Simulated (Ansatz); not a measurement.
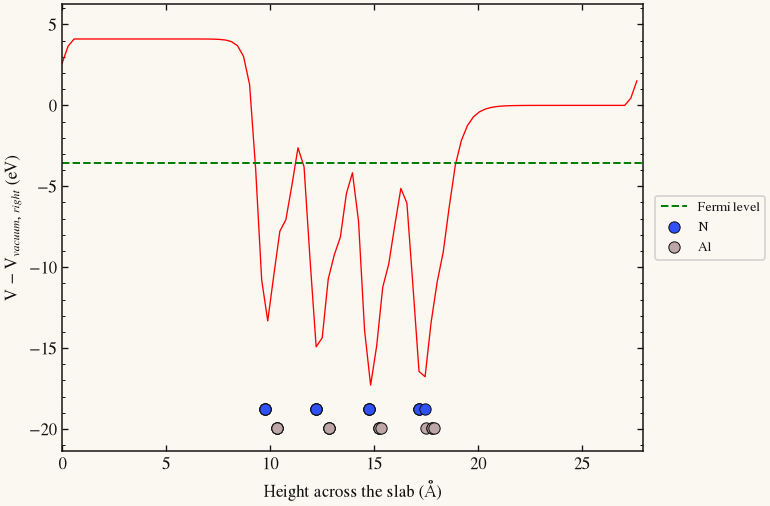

Plane-averaged electrostatic potential energy of an electron across the slab; circles at the bottom mark the heights of the atoms.

System: a (001) slab cut from AlN (P6_3mc), ended by Al above and N below, 32 atoms in the cell, the slab at its places in the relaxed adsorbed structure; a = 6.22 Å, b = 6.22 Å, c = 27.95 Å, α = 90.00°, β = 90.00°, γ = 120.00°.

Ansatz 0.2.0; DFT PBE+D3(BJ), scalar-relativistic, plane waves, PAW, no spin polarisation, 3×3×1 k mesh, Gaussian smearing of 0.05 eV.

Q: What is the work function?

A: The work function is 3.58 eV at the right face and 7.69 eV at the left.

Q: How thick are slab and vacuum?

A: The outermost atoms are 8.2 Å apart, which leaves 19.8 Å of vacuum in a cell 27.9 Å high.

The atoms aren't at rest in this cell (largest force 2.8 eV/Å), so the relaxed material can differ.
